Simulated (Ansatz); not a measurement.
# Calculations on GePt

## 1. Relaxation

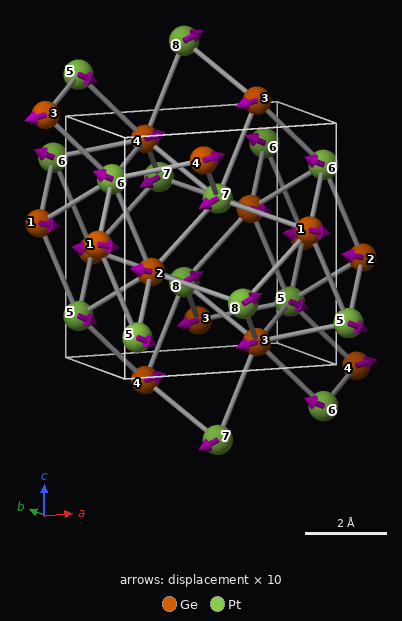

This is a relaxation of a crystal of GePt (set up in Pnma). The starting structure is drawn; purple arrows show the displacements, 10 times their true length.

Style: ball-and-stick. Shown: the cell of the calculation, slightly off an axis.

Level of theory: Ansatz 0.2.0, DFT PBEsol, scalar-relativistic, plane waves, PAW.

The input:
```yaml
crystal:
  lattice:
    - [5.732, 0.0, 0.0]
    - [0.0, 3.701, 0.0]
    - [0.0, 0.0, 6.088]
  atoms:
    - { symbol: Ge, position: [0.805, 0.75, 0.59] }
    - { symbol: Ge, position: [0.195, 0.25, 0.41] }
    - { symbol: Ge, position: [0.695, 0.25, 0.09] }
    - { symbol: Ge, position: [0.305, 0.75, 0.91] }
    - { symbol: Pt, position: [0.99, 0.75, 0.195] }
    - { symbol: Pt, position: [0.01, 0.25, 0.805] }
    - { symbol: Pt, position: [0.51, 0.25, 0.695] }
    - { symbol: Pt, position: [0.49, 0.75, 0.305] }
basis:
  ecutwfc: 420
kpoints:
  mp_grid: { grid: [6, 10, 6] }
hamiltonian:
  xc: pbesol
scf:
  occupations: { method: gaussian, width: 0.1 }
output:
  forces: true
  stress: true
  eigenvalues: true
  write_density: true
  write_potential: true
  elf: true
  volumetric_format: npy
relax:
  adjacent_minimum: "off"
  f_tol: 0.005
  max_steps: 80
  cell: { stress_tol: 0.05 }
```

Run as
```bash
ansatz run input.yaml --threads 4 --pin off --max-ram 9216MiB --backend cpu --events-out ev --progress --plain --runs-dir out
```

### What did the optimiser do to the structure, and how much energy did it gain?

The largest moves relative to the cell, 0.060 Å, are those of Ge1, Ge2, Ge3 and Ge4. Ge1 goes roughly along [3 0 −1]. Largest moves by element: Ge 0.060 Å, Pt 0.058 Å. Cell: a 5.732 → 5.741 Å (+0.2 %), b 3.701 → 3.700 Å (0.0 %), c 6.088 → 6.092 Å (+0.1 %). Volume +0.2 %. Near-neighbour distances that change, for instance: Ge1–Pt7 2.587 → 2.660 Å, Ge1–Pt6 2.553 → 2.524 Å, Ge1–Pt8 2.504 → 2.486 Å, Ge1–Pt5 2.628 → 2.639 Å. Bond angles that change, for instance: Ge1–Pt6–Ge4 161.1° → 157.3°, Pt5–Ge3–Pt5 91.3° → 88.1°, Ge4–Pt6–Ge4 91.3° → 88.1°. The space group stays Pnma (No. 62). After 5 accepted moves (6 points after the start) the energy has fallen by 8.6 meV per atom. The largest force component goes from 0.36 to 0.00085 eV/Å. The pressure goes from 0.92 to 0.00 GPa. The SCF was repeated once at an unchanged geometry on a basis and grid sized afresh for the cell, which shifted the energy by less than 0.05 meV per atom at most. The run took 95 s on 4 threads of Arm Neoverse V2, with other jobs on the host, peak memory 1 GiB.

## 2. Dynamics

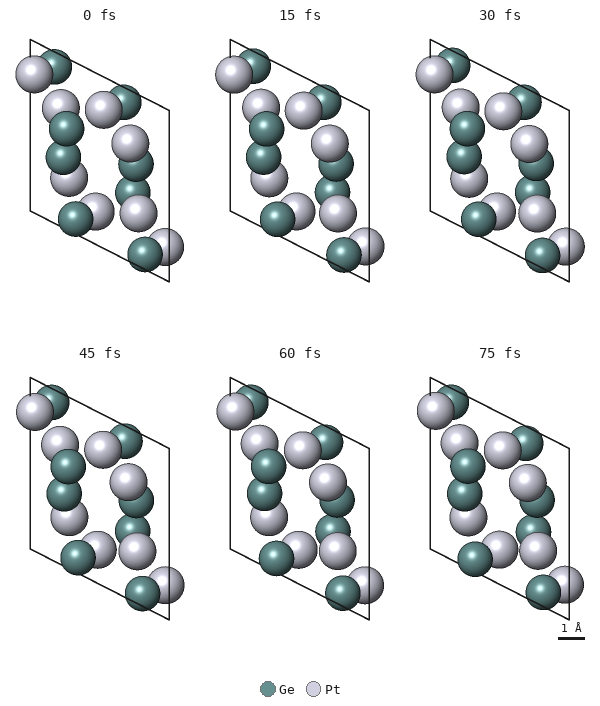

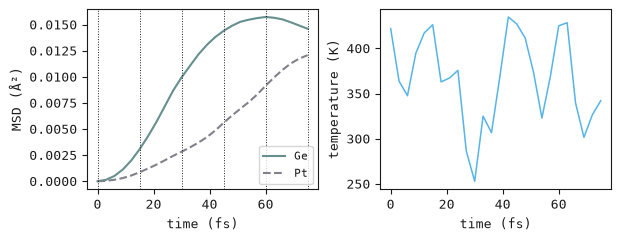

First-principles dynamics of a 16-atom cell of GePt (set up in Pnma), 75 fs long. It starts from the last geometry of an earlier run, with fresh velocities. Frames and the history of the run. Style: spheres-only. Shown: the simulation cell, along the b axis.

All numbers below come from DFT PBEsol, scalar-relativistic, plane waves, PAW (Ansatz 0.2.0). Settings: plane-wave cutoff 420 eV; k-point mesh 4 × 4 × 4; Fermi-Dirac smearing 0.05 eV; Langevin thermostat (NVT); set temperature 450 K; time step 3 fs; friction 0.02 per fs.

**Describe the run.**

The mean temperature in the second half is 375 K (standard deviation 45 K). The potential energy in the second half lies on average 45.0 meV per atom above the first frame. The mean pressure there is 2.2 GPa. Root-mean-square distances from the starting positions over the second half, with the common drift of all atoms taken out: Ge 0.12 Å, Pt 0.09 Å. The run lasts only 75 fs, too short to tell vibration from diffusion.

Cost: 12 min on 4 threads of Arm Neoverse V2 (shared host), peak memory 2.3 GiB.

## 3. Dynamics

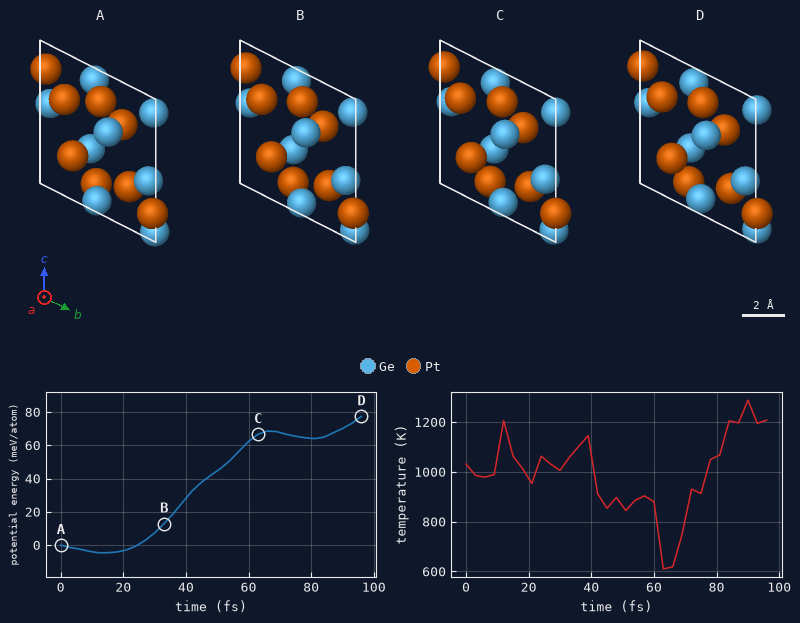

First-principles dynamics of a 16-atom cell of GePt, 96 fs long. It starts from the last geometry of an earlier run, with fresh velocities. Frames (A at 0 fs, B at 33 fs, C at 63 fs, D at 96 fs) and the history of the run. Style: spheres-only. Shown: the simulation cell, along the a axis.

All numbers below come from Ansatz, DFT PBEsol, scalar-relativistic, plane waves, PAW. Run with plane-wave cutoff 420 eV; k-point mesh 4 × 4 × 4; Fermi-Dirac smearing 0.0948 eV; volume 1.03 times that of the relaxed crystal; Langevin thermostat (NVT); set temperature 1100 K; time step 3 fs; friction 0.02 per fs.

**What happens in this trajectory?**

Root-mean-square distances from the starting positions over the second half, with the common drift of all atoms taken out: Ge 0.22 Å, Pt 0.21 Å. The run lasts only 96 fs, too short to tell vibration from diffusion. Over the second half the temperature averages 967 K (spread ±200 K). The potential energy in the second half lies on average 63.3 meV per atom above the first frame. The mean pressure there is 1.0 GPa.

The run took 16 min on 4 threads of Arm Neoverse V2, on a shared host, peak memory 2.3 GiB.
